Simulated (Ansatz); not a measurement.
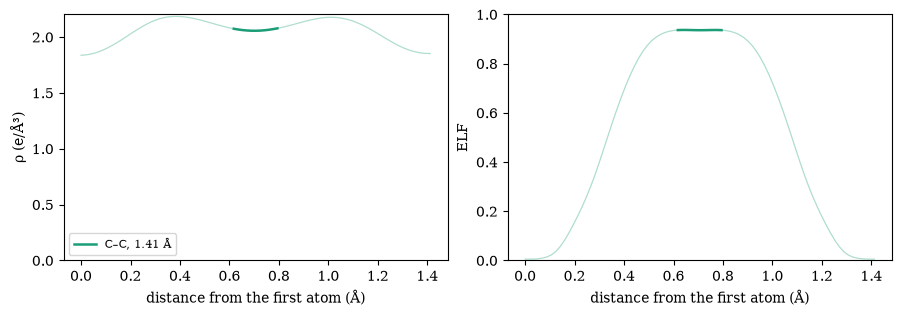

Figure. C. Valence electron density and ELF along straight lines between neighbouring atoms. Thin, pale parts lie inside the atomic spheres.

Space group Fmmm; a structure from a database of computed crystals, not necessarily the ambient phase.

Computed with Ansatz 0.2.0, DFT LDA, scalar-relativistic, plane waves, PAW.

Core electrons are frozen (PAW), and the valence fields are smoothed inside the atomic spheres.

### What can be read from the curves?

C–C (1.41 Å): ρ is about 2.1 e/Å³ halfway; the ELF peaks at about 0.95 between the atoms.
